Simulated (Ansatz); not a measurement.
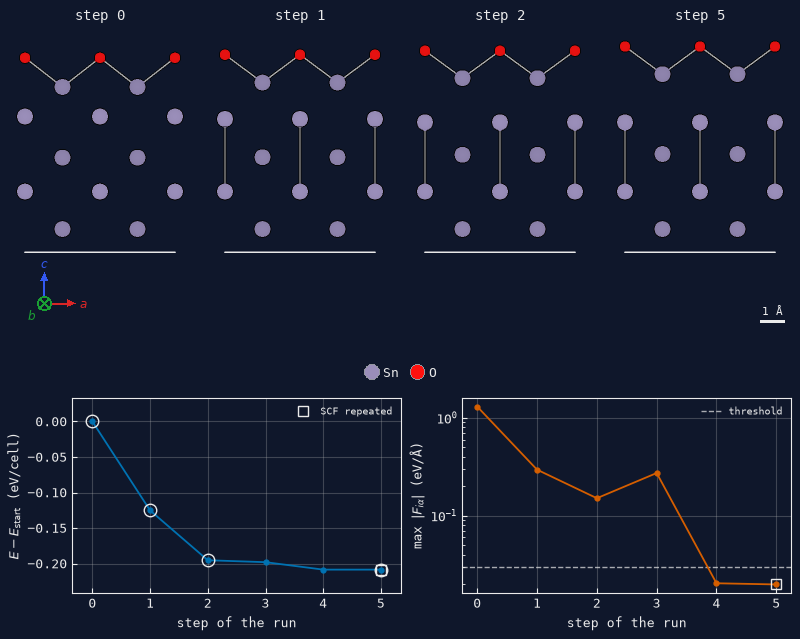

Frames of a constrained relaxation of a slab of composition Sn5O (cut from the I4/mmm phase), marked on the history of the run. A ball-and-stick model of the 2 × 1 repeat of the cell, outlined in the plane, without the vacuum, seen along the b axis.

Case: O put at a bridge Sn-Sn site. The slab is the (1 0 0) face of Sn with O on it. 2 atoms are held fixed.

The calculation used DFT PBEsol, scalar-relativistic, plane waves, PAW in Ansatz.

The input:
```yaml
crystal:
  lattice:
    - [3.234653267, 0.0, 0.0]
    - [0.0, 5.0677589036, 0.0]
    - [0.0, 0.0, 25.469306534]
  atoms:
    - { symbol: Sn, position: [0.5, 0.5, 0.3337350386] }
    - { symbol: Sn, position: [0.0, 0.0, 0.3972360464] }
    - { symbol: Sn, position: [0.5, 0.5, 0.454673128] }
    - { symbol: Sn, position: [0.0, 0.0, 0.524304631] }
    - { symbol: Sn, position: [0.5, 0.5, 0.5742920132] }
    - { symbol: O, position: [0.0, 0.5, 0.6237633248] }
basis:
  ecutwfc: 420
kpoints:
  mp_grid: { grid: [9, 6, 1] }
hamiltonian:
  xc: pbesol
scf:
  occupations: { method: gaussian, width: 0.1 }
output:
  forces: true
  eigenvalues: true
relax:
  adjacent_minimum: "off"
  f_tol: 0.03
  max_steps: 70
  constraints: [{ sites: [0, 1] }]
efield:
  axis: 3
  dipole_correction: true
  ramp_width: 0.04
```

Run as
```bash
ansatz run input.yaml --threads 2 --pin off --max-ram 5120MiB --backend cpu --events-out ev --progress --plain --runs-dir out
```

**Describe the path.**

The atom that moves furthest is Sn5 (0.56 Å along the normal (+c)). Largest moves by element: Sn 0.56 Å, O 0.49 Å. The cell stays as it was. Some distances before and after: Sn2–Sn4 3.236 → 2.985 Å, Sn5–O6 2.050 → 2.008 Å. Bond angles that change, for instance: Sn5–O6–Sn5 104.2° → 107.3°, O6–Sn5–O6 104.2° → 107.3°. Over 4 accepted moves (5 points after the start) the energy falls by 0.209 eV per cell of the calculation. The largest force component goes from 1.3 to 0.02 eV/Å. 1 step only repeated the SCF at the same geometry. From step 0 to 1: Sn5 moves most (0.19 Å), energy −0.125 eV per cell of the calculation. From step 1 to 2: Sn5 moves most (0.19 Å), energy −70.1 meV per cell of the calculation. From step 2 to 5: O6 moves most (0.18 Å), energy −13.2 meV per cell of the calculation.

| step | E − E(0), meV/atom | largest force component, eV/Å | note |
| --- | --- | --- | --- |
| 0 | 0.00 | 1.3011 |  |
| 1 | -20.87 | 0.2950 |  |
| 2 | -32.56 | 0.1507 |  |
| 3 | -33.01 | 0.2727 |  |
| 4 | -34.76 | 0.0204 |  |
| 5 | -34.76 | 0.0198 | same geometry, SCF repeated |

Limits of the set-up: the periodic images lie only 3.2 Å apart, so the values are limited by the cell's size.
